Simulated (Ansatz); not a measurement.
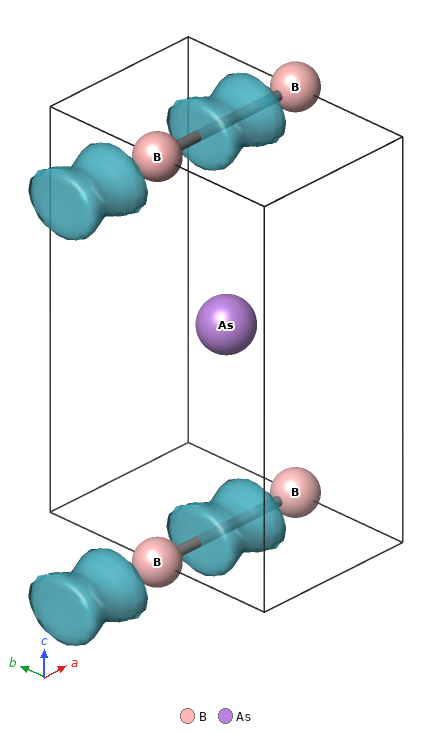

The picture shows: BAs. Isosurface of the ELF at 0.8 (cyan), seen at an oblique angle. Core shells and regions of very low density are left out. Sticks mark near contacts.

Space group Pmmm; a generated structure, not necessarily the stable one; computed pressure about 6 GPa in this cell.

These are results of Ansatz 0.2.0, Kohn-Sham DFT of a periodic cell, PBE, Ansatz PAW, not measurements.

Core electrons are frozen (PAW), and the valence fields are smoothed inside the atomic spheres.

What do the ELF domains correspond to?

The surface consists of one region between bonded B–B atoms (shared pairs), counted in one cell of 2 atoms. Any copies at cell faces, edges or corners count once. Profiles from the grid: B–B (2.13 Å): the ELF peaks at about 0.85 between the atoms. As–As (2.13 Å): the ELF peaks at about 0.65 between the atoms.
